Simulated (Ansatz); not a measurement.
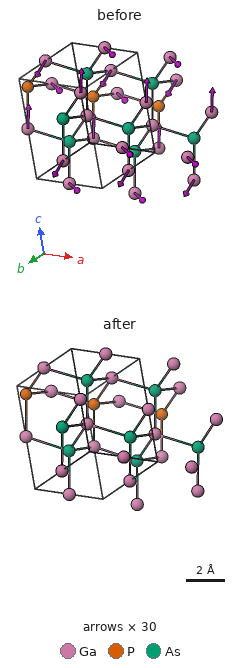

The structure of solid Ga4As3P (a generated structure, set up in Amm2) (coarse preliminary run) before (top) and after (bottom) a relaxation, at one scale. The purple arrows give the displacements (the part carried along by the change of the cell is left out), 30 times their true length.

The picture is a ball-and-stick view of the cell of the calculation, repeated 2 × 1 × 1 with one cell outlined, seen from a free direction.

Computed with DFT PBE, scalar-relativistic, plane waves, PAW (Ansatz). Settings: plane-wave cutoff 420 eV; k-point mesh 4 × 4 × 4; occupations gaussian; smearing width 0.1 eV; no spin polarisation; cell and atoms relaxed; force threshold 0.04 eV/Å; at most 70 steps.

Q: What changed between the two?

A: A Ga atom moves most relative to the cell: 0.051 Å along [0 −1 −1]. By element the largest moves are Ga 0.051 Å, As 0.002 Å. P stays in place. Cell: a 3.885 → 4.031 Å (+3.8 %), b = c 6.729 → 6.936 Å (+3.1 %), α 70.5° → 70.8°. Volume +10.4 %. Some distances before and after: As–Ga 2.379 → 2.486 Å, As–Ga 2.379 → 2.464 Å, Ga–P 2.379 → 2.433 Å, Ga–P 2.379 → 2.409 Å. Among the angles between lasting bonds that change: Ga–P–Ga 109.5° → 111.9°, P–Ga–P 109.5° → 111.9°, Ga–As–Ga 109.5° → 111.8°. The space group stays Amm2 (No. 38). After 2 accepted moves (3 points after the start) the energy has fallen by 0.487 eV per cell of the calculation. The largest force component goes from 0.81 to 0.037 eV/Å. Pressure: 8.55 GPa at the start and 0.22 GPa at the end. At 1 point the geometry stayed and the basis and grid were re-selected for the new cell (energy shift of 4.7 meV per cell of the calculation at most each time).
